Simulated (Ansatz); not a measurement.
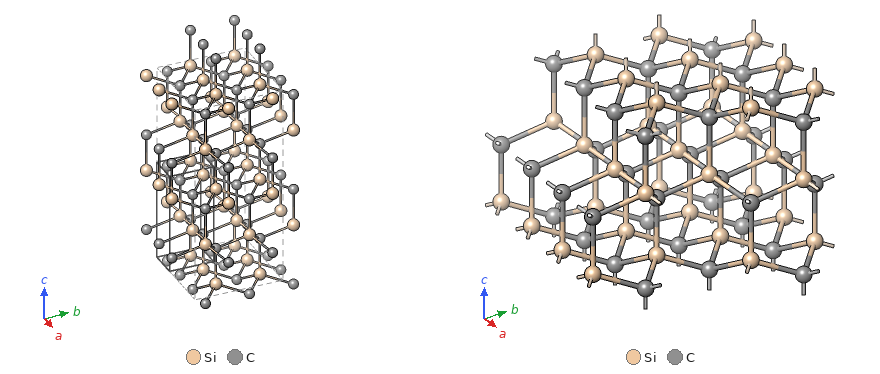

Left: the structure. Right: its underlying net. Nodes are coloured by element. Edges to nodes outside the piece are drawn as stubs.

SiC (space group P6_3mc, No. 186). Coordinates: coordinates from a relaxation with Ansatz 0.2.0, DFT, PBEsol, plane waves, PAW; the starting structure was generated, so it need not be a known form of this composition.

Bonds are taken as C–Si below 2.1 Å. Atoms with one bond or none are removed and atoms with two bonds are replaced by edges, until no such atom is left.

The result is a uninodal 4-connected, three-periodic net: Si and C are 4-connected nodes. It is the lon net, known from lonsdaleite, wurtzite and tridymite. It is a single net, without interpenetration.

```csv
node,links,point symbol,coordination sequence
Si and C,4,6^6,4 12 25 44 67
```
